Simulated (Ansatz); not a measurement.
```
CELL_PARAMETERS angstrom
4.40996 0.00000 0.00000
-2.20498 3.81914 0.00000
0.00000 0.00000 27.60252
ATOMIC_POSITIONS crystal
Te 0.33333 0.66667 0.27171
Sn 0.66667 0.33333 0.33694
Te 0.00000 0.00000 0.40216
Sn 0.33333 0.66667 0.46739
Te 0.66667 0.33333 0.53261
Sn 0.00000 0.00000 0.59784
Te 0.33333 0.66667 0.66306
Sn 0.66667 0.33333 0.72829
```

Not relaxed (largest force 1.7 eV/Å).

Theory: Ansatz 0.2.0, DFT LDA, scalar-relativistic, plane waves, PAW.

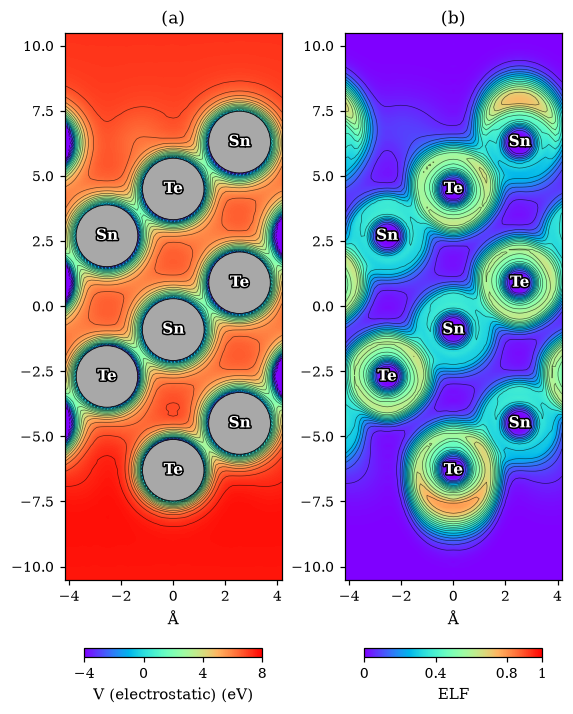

SnTe (slab). (a) electrostatic potential energy of an electron; (b) ELF on the (110) plane of the calculation cell, a cut from vacuum to vacuum. Grey discs cover the atomic cores in the potential map.

Q: Read the bonding off the picture.

A: The plane passes through Te and Sn nuclei.
Sn–Te (3.12 Å): the ELF peaks at about 0.60 in the valence shell of Te, 1.2 Å from its nucleus, and drops to about 0.35 between the two atoms.
The ELF also peaks beside Te, away from the bonds: lone-pair regions.
Outside the cores the potential energy rises away from the atoms and is highest in the vacuum; its zero is arbitrary.

Q: Does the calculation make it a metal, or give it a gap?

A: It is gapless in this calculation (a metal or semimetal).
